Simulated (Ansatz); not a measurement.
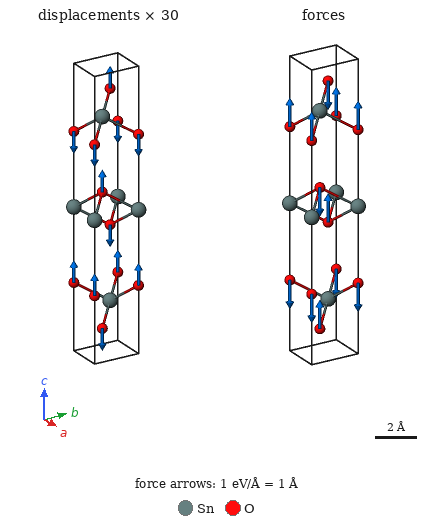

Left: a symmetric starting cell of SnO$_{2}$, with blue arrows for the displacements applied to it (without the part that the change of the cell carries along). Right: the displaced structure with the computed forces. Besides, the cell is strained by +2.5 % along c and +5.5 % across it (volume +14.1 %). The picture is a ball-and-stick view of the conventional cell (3 times the calculation's cell), seen slightly off an axis. Lengths and directions refer to the drawn axes.

These are results of Ansatz 0.2.0, DFT PBE, scalar-relativistic, plane waves, PAW, not measurements. (plane-wave cutoff 420 eV; k-point mesh 12 × 12 × 12; occupations gaussian; smearing width 0.02 eV; no spin polarisation)

**Where do the forces point?**

The O atoms are displaced by 0.04 Å relative to the cell. No relaxation follows. The starting cell wasn't computed here and needn't be at equilibrium, so pressure and forces aren't due to the change alone. The pressure is −16.4 GPa (not all of it need come from the change, since the unchanged cell can be under pressure at this level too). The principal stresses (compression positive) are −10.6 GPa along c and −19.4 GPa across it. The largest forces, 1.5 eV/Å, act on 2 O atoms of the calculation's cell. The forces point straight back along the displacements (cosine −1.00). Some distances before and after: O–Sn 2.125 → 2.246 Å. The space group stays R-3m (No. 166).
